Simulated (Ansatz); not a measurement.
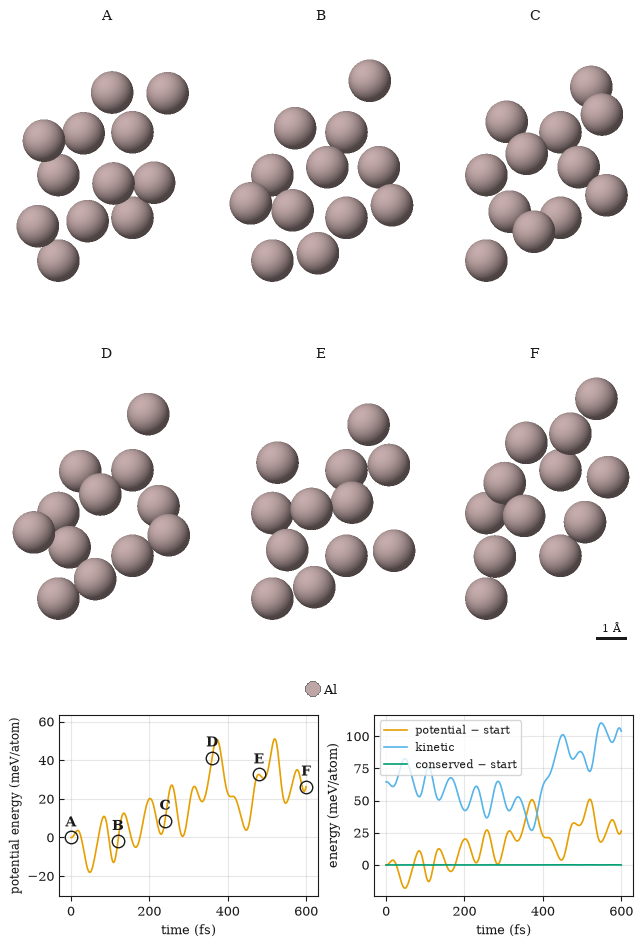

A Born-Oppenheimer molecular dynamics run of a slab of Al(111) (12 atoms in the cell), 600 fs long. It starts from the last geometry of an earlier run, with fresh velocities. Frames (A at 0 fs, B at 120 fs, C at 240 fs, D at 360 fs, E at 480 fs, F at 600 fs) and the history of the run. Style: spheres-only. Shown: the simulation cell, with the vacuum cut short, along the c axis. Atoms that leave the cell re-enter on the other side.

Computed with Ansatz 0.2.0, DFT PBE-D3(BJ), scalar-relativistic, plane waves, PAW. Set-up: plane-wave cutoff 420 eV; k-point mesh 2 × 2 × 1; Fermi-Dirac smearing 0.1 eV; low-accuracy preset; 4 atoms held fixed; Nosé-Hoover thermostat (NVT); set temperature 750 K; time step 2 fs; thermostat time 200.0 fs.

Input file:
```yaml
accuracy: low
crystal:
  lattice:
    - [5.727565, 0.0, 0.0]
    - [2.863782, 4.960217, 0.0]
    - [0.0, 0.0, 16.676537]
  atoms:
    - { symbol: Al, position: [0.16666667, 0.16666668, 0.05996452] }
    - { symbol: Al, position: [0.66666667, 0.16666671, 0.05996452] }
    - { symbol: Al, position: [0.1666667, 0.66666668, 0.05996452] }
    - { symbol: Al, position: [0.66666669, 0.66666671, 0.05996452] }
    - { symbol: Al, position: [-0.18761339, 0.29924587, 0.20204054] }
    - { symbol: Al, position: [0.3637629, 0.29877607, 0.18678878] }
    - { symbol: Al, position: [-0.09611781, 0.7760588, 0.19376198] }
    - { symbol: Al, position: [0.33706368, 0.82566096, 0.20000367] }
    - { symbol: Al, position: [0.06928868, -0.08390789, 0.35075137] }
    - { symbol: Al, position: [0.52939087, -0.03234158, 0.33199753] }
    - { symbol: Al, position: [0.02787352, 0.43687968, 0.33069072] }
    - { symbol: Al, position: [0.53879331, 0.43119635, 0.37764669] }
basis:
  ecutwfc: 420.0
kpoints:
  mp_grid: { grid: [2, 2, 1] }
hamiltonian:
  xc: pbe
  dispersion: d3bj
scf:
  occupations: { method: fermi_dirac, width: 0.1 }
  lower_state_search: "off"
md:
  timestep: 2
  n_steps: 300
  ensemble: nvt_nose_hoover
  temperature: 750.0
  initial_velocities: maxwell_boltzmann
  seed: 771372
  nose_hoover: { tau: 200.0, chain_length: 5 }
  constraints: [{ sites: [0, 1, 2, 3] }]
```

Run as
```bash
ansatz run input.yaml --threads 1 --pin off --max-ram 3072MiB --backend cpu --events-out ev --progress --plain --runs-dir out
```

Q: Describe the run.

A: The mean temperature in the second half is 863 K (standard deviation 287 K). The potential energy in the second half lies on average 27.6 meV per atom above the first frame. In the second half of the run the atoms are, in the root-mean-square, this far from where they began (common drift taken out): Al 0.85 Å. Against the typical shortest distance between atoms in the first frame, about 2.7 Å these are large excursions, but over 600 fs one can't yet tell strong vibration from the start of diffusion.

Limits of the set-up: the k-point mesh is coarse for a cell with partly filled bands; the program's low-accuracy preset was used.
